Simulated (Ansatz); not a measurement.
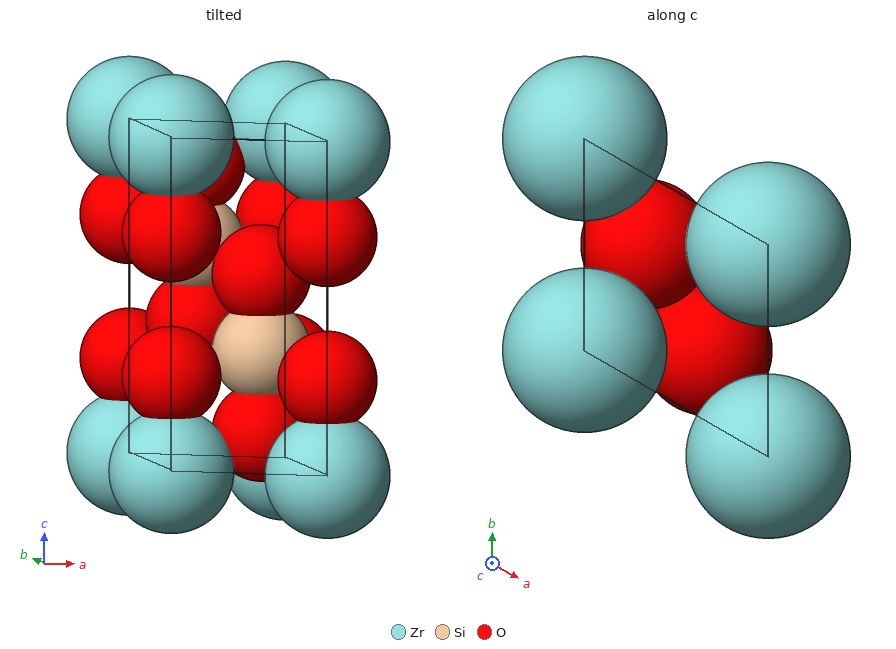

Space-filling representation of a periodic structure, projected slightly off an axis and along the c axis. Thin lines show the conventional unit cell, with boundary atoms drawn in all their periodic places. Cell: a = 3.58 Å, b = 3.58 Å, c = 7.45 Å, α = 90.00°, β = 90.00°, γ = 120.00°.

The structure was taken from a structure type filled with these elements by a generator (whether the compound takes this form wasn't checked). Earlier steps of the study may have refined or changed the cell and positions. Ansatz was used for an electronic-structure calculation on it.

Question: Notes on the structure:

Answer: The solid is ZrSi₂O₆. The structure has P-3m1 (No. 164) symmetry and a primitive hexagonal lattice. One cell contains 1 Zr, 2 Si, 6 O, 9 atoms in all. Each Zr has eight O in a cubic arrangement at about 2.1 to 2.2 Å. Each Si atom is coordinated by two O in a linear arrangement at about 1.7 to 1.8 Å. O takes three kinds of site: 2d with three Zr and one Si in a distorted tetrahedral arrangement (about 2.2 Å to Zr, 1.8 Å to Si); 2d with one Si at about 1.7 Å; 2c with one Zr at about 2.1 Å. Not all metal-metal contacts are counted.

Theory: Ansatz, DFT PBE, scalar-relativistic, plane waves, PAW. Numerical settings: E_cut = 420 eV, a 12×12×4 grid in reciprocal space, Gaussian smearing of 0.02 eV, no spin polarisation.

Question: Classify it as metallic or gapped, with the value.

Answer: A semiconductor at this level, with a gap of 1.71 eV, direct.

Question: Give the Bader charge of each element.

Answer: Zr +2.60 e; Si +3.05 e; O -1.53 to -1.38 e.

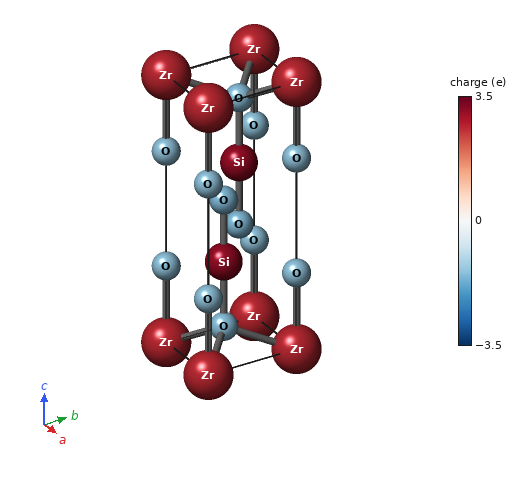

The atoms coloured by those charges. The run's cell of 9 atoms is drawn.

Question: Does the calculation find this structure at rest?

Answer: Yes. The largest force is 0.01 eV/Å. The pressure is 0.0 GPa, close to zero.
